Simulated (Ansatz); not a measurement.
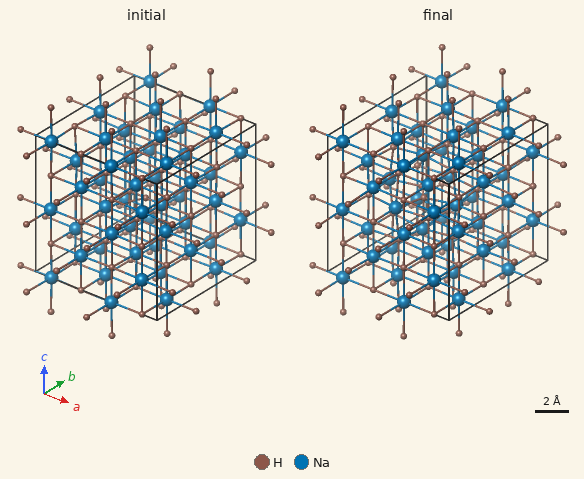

The structure of a defect cell of composition H33Na32 (cell charge +1) before (left) and after (right) a relaxation, at one scale.

Style: ball-and-stick. Shown: the cell of the calculation (origin shifted), from a free direction.

The calculation used DFT, PBEsol, PAW, plane waves (Ansatz 0.2.0). (plane-wave cutoff 420 eV; k-point mesh 1 × 1 × 1; mesh shifted by (0.25, 0.25, 0.25); no spin polarisation; atoms relaxed in a fixed cell; force threshold 0.03 eV/Å; at most 80 steps)

> Describe what moved and what it gained.

After 8 geometry steps the energy has fallen by 4.132 eV per cell of the calculation. Largest force component: 9.9 eV/Å at the start, 0.0075 eV/Å at the end. The atom that moves furthest is an H atom (0.98 Å roughly along [−3 −1 −1]). By element the largest moves are H 0.98 Å, Na 0.25 Å. The lattice vectors keep their values. Some distances before and after: H–Na 1.275 → 2.403 Å, H–H 1.302 → 0.767 Å, H–Na 2.381 → 2.825 Å, H–Na 2.412 → 2.843 Å. New bonds form: H–H (1.30 → 0.77 Å). Bond angles that change, for instance: Na–H–Na 88.9° → 104.2°, Na–H–Na 90.0° → 104.1°, H–Na–H 91.5° → 77.7°. The run took 44 s on 7 threads of Arm Neoverse-V2, peak memory 1.5 GiB.

Limits of the set-up: the cell is charged, on a uniform background, and energies carry no finite-size correction.
